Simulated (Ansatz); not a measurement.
## Electronic structure of GaSb (slab) in real space

Input file:

```
crystal:
  lattice:
    - [4.321291144, 0.0, 0.0]
    - [0.0, 6.1112285428, 0.0]
    - [0.0, 0.0, 27.9638734319]
  atoms:
    - { symbol: Ga, position: [0.5, 0.5, 0.2682031879] }
    - { symbol: Sb, position: [0.0, 0.75, 0.2682031879] }
    - { symbol: Ga, position: [0.0, 0.0, 0.3454687919] }
    - { symbol: Sb, position: [0.5, 0.25, 0.3454687919] }
    - { symbol: Ga, position: [0.5, 0.5, 0.422734396] }
    - { symbol: Sb, position: [0.0, 0.75, 0.422734396] }
    - { symbol: Ga, position: [0.0, 0.0, 0.5] }
    - { symbol: Sb, position: [0.5, 0.25, 0.5] }
    - { symbol: Ga, position: [0.5, 0.5, 0.577265604] }
    - { symbol: Sb, position: [0.0, 0.75, 0.577265604] }
    - { symbol: Ga, position: [0.0, 0.0, 0.6545312081] }
    - { symbol: Sb, position: [0.5, 0.25, 0.6545312081] }
    - { symbol: Ga, position: [0.5, 0.5, 0.7317968121] }
    - { symbol: Sb, position: [0.0, 0.75, 0.7317968121] }
basis:
  ecutwfc: 420
kpoints:
  mp_grid: { grid: [8, 6, 1] }
hamiltonian:
  xc: pbesol
scf:
  occupations: { method: gaussian, width: 0.1 }
output:
  forces: true
  eigenvalues: true
  write_density: true
  write_potential: true
  elf: true
  volumetric_format: npy
relax:
  adjacent_minimum: "off"
  f_tol: 0.02
  max_steps: 60
efield:
  axis: 3
  dipole_correction: true
```

Launched as:

```sh
ansatz run input.yaml --threads 2 --pin off --max-ram 5120MiB --backend cpu --events-out ev --progress --plain --runs-dir out
```

The fields are those of the relaxed geometry.

Method: Ansatz 0.2.0, DFT PBEsol, scalar-relativistic, plane waves, PAW.

The density is the valence pseudo-density of a PAW calculation; it isn't the true density close to the nuclei.

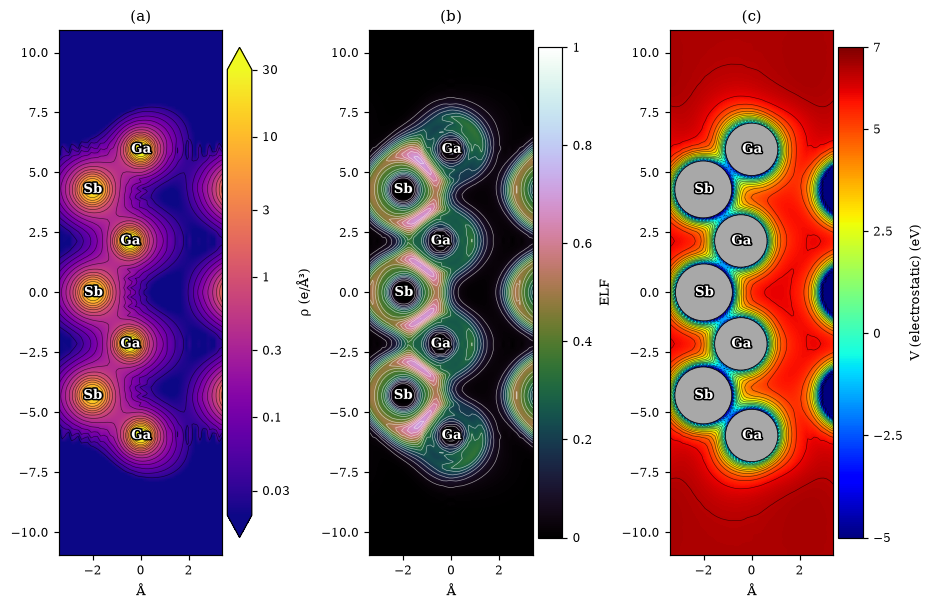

Figure 1. (a) valence pseudo-density; (b) electron localisation function; (c) electrostatic potential energy of an electron on the (100) plane of the calculation cell, a cut from vacuum to vacuum. Grey discs cover the atomic cores in the potential map.

Read the bonding off the picture.

The section cuts through Ga and Sb sites. Ga–Sb (2.62 Å): the density is about 0.43 e/Å³ at the midpoint; the ELF peaks at about 0.70 between the atoms. Ga–Sb (2.66 Å): the density is about 0.41 e/Å³ at the midpoint; the ELF peaks at about 0.70 between the atoms. The density dies away to nearly zero in the vacuum. The features right at Ga lie inside the PAW spheres, where the map follows smoothed inner orbitals and isn't to be read closely. Outside the cores the potential energy rises away from the atoms and is highest in the vacuum; its zero is arbitrary.

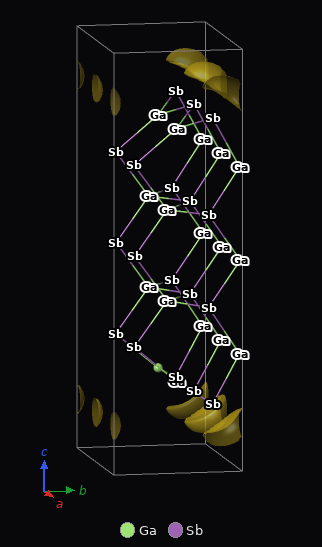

Figure 2. Isosurface of the electron localisation function at 0.75 (yellow), seen slightly off an axis. Only the valence region is drawn (cores and ρ < 0.01 e/Å³ removed). Sticks mark near contacts.

Describe the localisation domains.

At this value the surface marks out two lobes on Sb, pointing away from the bonds (lone pairs), counted in one cell of 14 atoms. Counts are for one cell; the picture repeats the cell along the surface.

Metal or insulator at this level of theory?

It is gapped, with a Kohn–Sham gap of 0.29 eV on the k-point mesh (the band edges may lie off the mesh, which would make the gap smaller).
